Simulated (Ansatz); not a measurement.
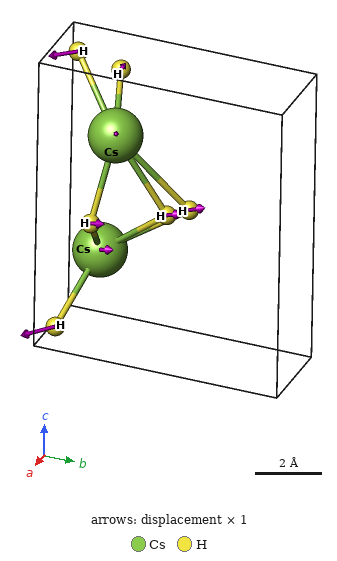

This is a relaxation of solid CsH$_{3}$ (a generated structure, set up in P1) (coarse preliminary run). The starting structure is drawn; purple arrows show the displacements (the part carried along by the change of the cell is left out), at their true length.

A ball-and-stick model of the cell of the calculation, seen slightly off an axis.

Computed with DFT PBE, scalar-relativistic, plane waves, PAW in Ansatz 0.2.0. Settings: plane-wave cutoff 420 eV; k-point mesh 4 × 2 × 2; occupations gaussian; smearing width 0.1 eV; no spin polarisation; cell and atoms relaxed; force threshold 0.04 eV/Å; at most 70 steps.

Which element moves most?

Answer. Hydrogen: up to 1.36 Å, against 0.54 Å for caesium.

What happened in the run?

Answer. After 11 accepted moves (12 points after the start) the energy has fallen by 11.3 meV per atom. The largest force component goes from 0.15 to 0.03 eV/Å. Pressure: −0.02 GPa at the start and −0.04 GPa at the end. At 1 point the geometry stayed and the basis and grid were re-selected for the new cell (energy shift of less than 0.05 meV per atom at most each time). The atom that moves furthest relative to the cell is an H atom (1.36 Å along [−1 −2 −1]). By element the largest moves are H 1.36 Å, Cs 0.54 Å. Cell: a 5.055 → 5.046 Å (−0.2 %), b 7.686 → 7.611 Å (−1.0 %), c 8.788 → 8.767 Å (−0.2 %), α 99.5° → 98.8°, β 95.2° → 91.3°, γ 91.3° → 90.4°. Volume −0.8 %. Among the contacts that change: Cs–H 3.337 → 4.937 Å, Cs–H 3.180 → 3.833 Å, Cs–H 3.314 → 3.810 Å, Cs–H 2.943 → 3.427 Å. Bond angles that change, for instance: H–Cs–H 103.4° → 114.7°, H–Cs–H 106.6° → 117.6°, Cs–H–Cs 108.1° → 118.8°. The space group stays P1 (No. 1).
